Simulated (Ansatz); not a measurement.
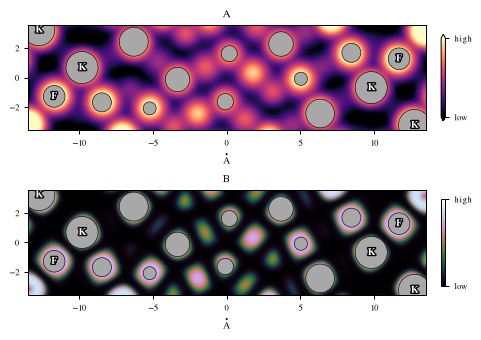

KF: 2 fields on the (111) plane of the conventional cell, with unlabelled colour scales. Grey discs cover the atomic cores.

Space group P-6m2; a generated structure, not necessarily the stable one.

Theory: DFT PBE, scalar-relativistic, plane waves, PAW (Ansatz).

```
CELL_PARAMETERS angstrom
3.76016 0.00000 0.00000
-1.88008 3.25639 0.00000
0.00000 0.00000 25.96777
ATOMIC_POSITIONS crystal
K 0.00000 0.00000 0.87585
F 0.66667 0.33333 0.93717
K 0.33333 0.66667 0.00000
F 0.66667 0.33333 0.06283
K 0.00000 0.00000 0.12415
F 0.33333 0.66667 0.18547
K 0.66667 0.33333 0.24829
F 0.33333 0.66667 0.31122
K 0.00000 0.00000 0.37415
F 0.33333 0.66667 0.43707
K 0.66667 0.33333 0.50000
F 0.33333 0.66667 0.56293
K 0.00000 0.00000 0.62585
F 0.33333 0.66667 0.68878
K 0.66667 0.33333 0.75171
F 0.33333 0.66667 0.81453
```

Question: Which field does each panel show? The fields are: electron localisation function and valence pseudo-density.

Answer: Panel A: valence pseudo-density. Panel B: electron localisation function. From the grid: K–F (2.72 Å): ρ at the midpoint is about 0.11 e/Å³; the ELF is about 0.05 at the midpoint (a largely ionic contact).
